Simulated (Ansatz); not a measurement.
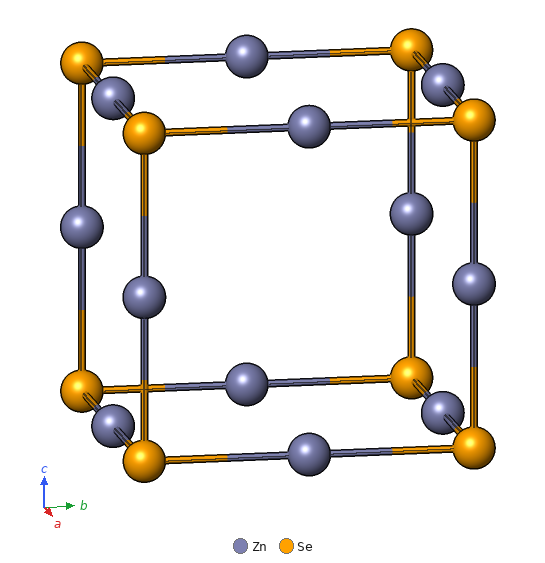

View slightly off an axis, drawn as a ball-and-stick model. The wireframe shows the conventional unit cell. Cell: a = 5.42 Å, b = 5.42 Å, c = 5.42 Å, α = 90.00°, β = 90.00°, γ = 90.00°.

The model was built from a random cell made by a generator, so it need not be a real form of the compound. Earlier steps of the study, as a rule a relaxation of our own, may have changed the cell and positions, so they can lie some per cent off the listed ones. An electronic-structure calculation with Ansatz was run on it.

What structure is drawn here?

Answer. Chemical formula Zn3Se. The symmetry is that of Pm-3m (No. 221), on a primitive cubic lattice. This arrangement goes by the name ReO₃ type. With Z = 1, the cell contains 3 Zn, 1 Se. Zn is coordinated by two Se in a linear arrangement at about 2.7 Å. Se bonds to six Zn in an octahedral arrangement at about 2.7 Å. The bonds build a three-dimensional framework.

The calculation used Ansatz 0.2.0, DFT PBE, scalar-relativistic, plane waves, PAW, with E_cut = 420 eV, an 8×8×8 grid in reciprocal space, Gaussian smearing of 0.1 eV, no spin polarisation.

Is the electronic structure metallic or gapped?

Answer. A metal: bands cross the Fermi level.

State the Bader charges by element.

Answer. Zn +0.20 e; Se -0.61 e.

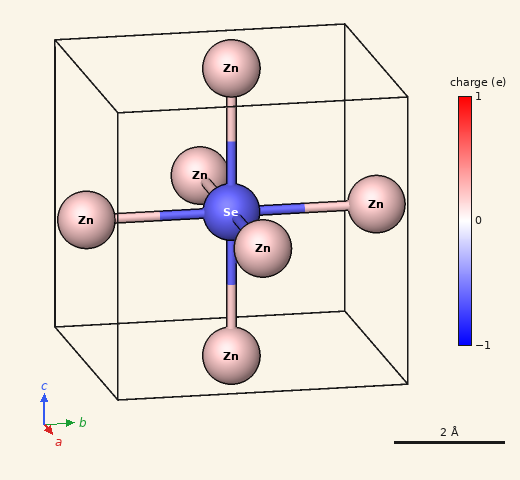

The atoms coloured by those charges. The run's cell of 4 atoms is drawn, so axes and origin can differ from the first picture.

Can this geometry be taken as optimised?

Answer. Yes. All forces vanish to within 0.01 eV/Å. The pressure is 0.0 GPa, close to zero.
